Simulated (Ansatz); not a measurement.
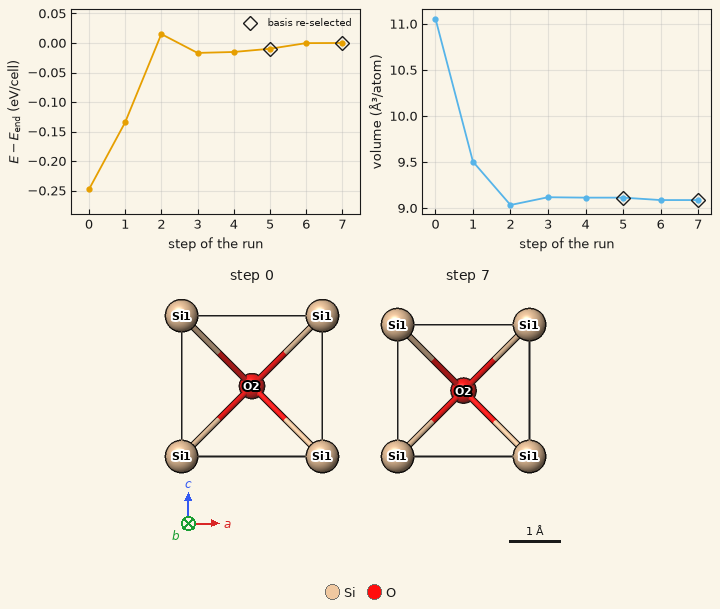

First and last geometry of a relaxation of crystalline SiO (a generated structure, set up in Pm-3m), with the history of the run. Style: ball-and-stick. Shown: the cell of the calculation, along the b axis.

The run lets cell and atoms move.

The calculation used Kohn-Sham DFT of a periodic cell, PBEsol, Ansatz PAW in Ansatz 0.2.0.

Input
```yaml
crystal:
  lattice:
    - [2.80697, 0.0, 0.0]
    - [0.0, 2.80697, 0.0]
    - [0.0, 0.0, 2.80697]
  atoms:
    - { symbol: Si, position: [0.0, 0.0, 0.0] }
    - { symbol: O, position: [0.5, 0.5, 0.5] }
hamiltonian:
  xc: pbesol
  pseudopotentials: { kind: paw }
kpoints:
  mp_grid: { grid: [9, 9, 9] }
scf:
  occupations: { method: fermi_dirac, width: 0.05 }
output:
  forces: true
  stress: true
  eigenvalues: true
relax:
  f_tol: 0.01
  max_steps: 40
  cell: { stress_tol: 0.05, p_target: 30.0 }
```

Launched with:
```bash
ansatz run input.yaml --threads 2 --pin off --max-ram 5632MiB --backend cpu --events-out ev --progress --plain --runs-dir out
```

### What do the curves and the structures tell?

It converged. After 5 accepted moves (7 points after the start) the energy has risen by 0.248 eV per cell of the calculation. With the target pressure of 30 GPa, the enthalpy E + pV changes by −0.490 eV per cell of the calculation. All forces vanish by symmetry, so only the cell relaxes. Pressure: −4.84 GPa at the start and 30.00 GPa at the end. The SCF was repeated twice at an unchanged geometry on a basis and grid sized afresh for the cell, which shifted the energy by 5.5 meV per cell of the calculation at most. No atom moves by more than 0.005 Å relative to the cell. Cell: a = b = c 2.807 → 2.629 Å (−6.3 %). Volume −17.8 %. Among the contacts that change: Si1–O2 2.431 → 2.277 Å. The space group stays Pm-3m (No. 221). The run took 1.5 s on 2 threads of AMD EPYC 9R45 96-Core Processor (Zen 5), on a shared host, peak memory 0.34 GiB.
